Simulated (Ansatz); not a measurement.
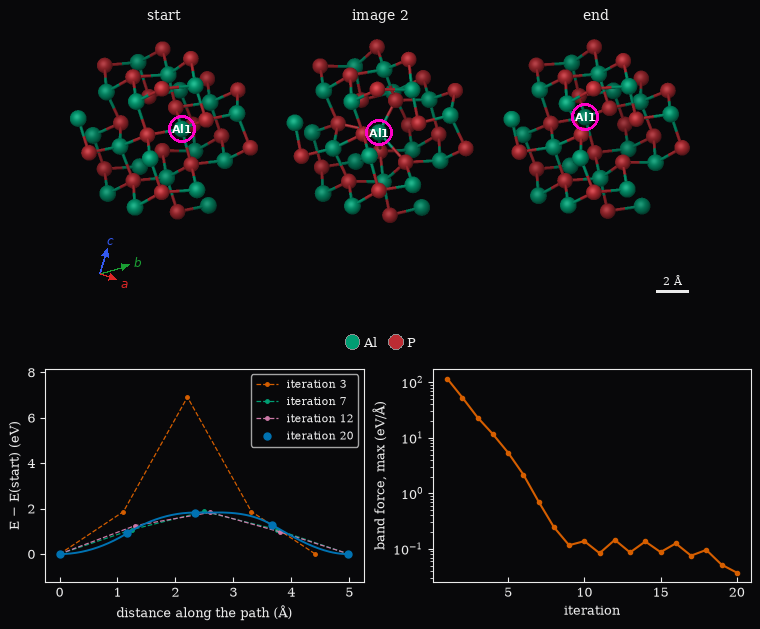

A nudged-elastic-band calculation for a defect cell of composition Al7P8 (cell charge −3) with an Al vacancy (15 atoms in the cell). Images are numbered from 0 (start) to 4 (end). The plot follows the band through its iterations. Style: ball-and-stick. Shown: the atoms within 6.1 Å of the middle of the path, slightly off an axis. The moving atom is ringed, with any periodic copies. Bonds to atoms that aren't drawn are left out.

The calculation used DFT PBE, scalar-relativistic, plane waves, PAW (Ansatz 0.2.0). Run with plane-wave cutoff 420 eV; k-point mesh 4 × 4 × 4; Gaussian smearing 0.05 eV; 3 movable images; climbing image from the first iteration; force threshold 0.05 eV/Å; iteration limit 60.

Question: Judge this run.

Answer: The run is converged, with reservations. The band converged in 20 iterations. The largest component of the band force went from 120 to 0.037 eV/Å. The climbing image converged on the top of the path. Its curvatures weren't checked. The first iteration put the highest image at 40.10 eV. The two ends have the same energy, and the highest point, image 2, lies 1.83 eV above the start.

Limits of the set-up: the periodic images lie only 7.8 Å apart, so the values are limited by the cell's size; the cell is charged, on a uniform background, and energies carry no finite-size correction.

The run took 36 min on 4 threads of Arm Neoverse N1, with other jobs on the host, peak memory 2.3 GiB.
